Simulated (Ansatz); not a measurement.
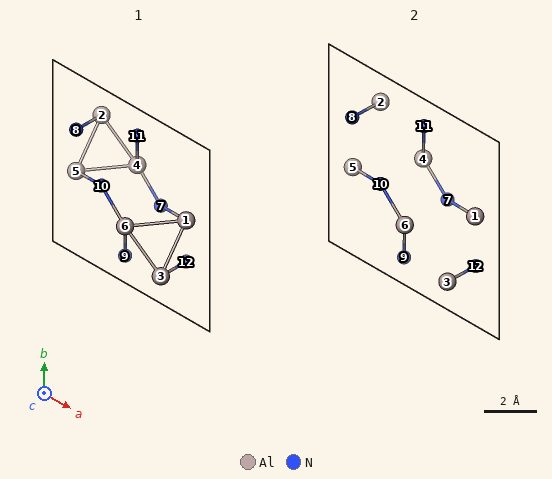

Two geometries of a crystal of AlN (a generated structure, set up in P-3) (coarse preliminary run), drawn at one scale. One is the start of a relaxation, the other its converged end. A ball-and-stick model of the cell of the calculation, seen along the c axis.

All numbers below come from DFT PBE, scalar-relativistic, plane waves, PAW (Ansatz 0.2.0). Settings: plane-wave cutoff 420 eV; k-point mesh 3 × 3 × 6; occupations gaussian; smearing width 0.1 eV; no spin polarisation; cell and atoms relaxed; force threshold 0.04 eV/Å; at most 70 steps.

Q: Which of the two is the end point?

A: Structure 2 is the relaxed one. The largest moves relative to the cell, 0.16 Å, are those of N7, N8, N9, N10, N11 and N12. N11 goes roughly along [2 1 −3]. By element the largest moves are N 0.16 Å, Al 0.14 Å. The drawn cell changes as follows: a = b 7.006 → 7.612 Å (+8.7 %), c 2.654 → 2.847 Å (+7.3 %); the volume changes by +26.6 %. Some distances before and after: Al1–N12 1.966 → 2.391 Å, Al1–Al3 2.372 → 2.740 Å, Al1–N7 1.616 → 1.894 Å, Al1–N8 1.817 → 1.843 Å. Bond angles that change, for instance: Al1–N8–Al2 121.4° → 125.5°, N8–Al2–N9 127.4° → 124.1°, N8–Al2–N9 121.4° → 124.2°. The space group (tolerance 0.01 Å) goes from P-3 (No. 147) to P6_3/m (No. 176). After 7 accepted moves (9 points after the start) the energy has fallen by 717 meV per atom. The largest force component goes from 5.5 to 0.024 eV/Å. The pressure goes from 72.03 to −0.15 GPa. The SCF was repeated twice at an unchanged geometry on a basis and grid sized afresh for the cell, which shifted the energy by 20.3 meV per atom at most. Cost: 47 s on 1 thread of Arm Neoverse V2, on a shared host, peak memory 0.39 GiB.
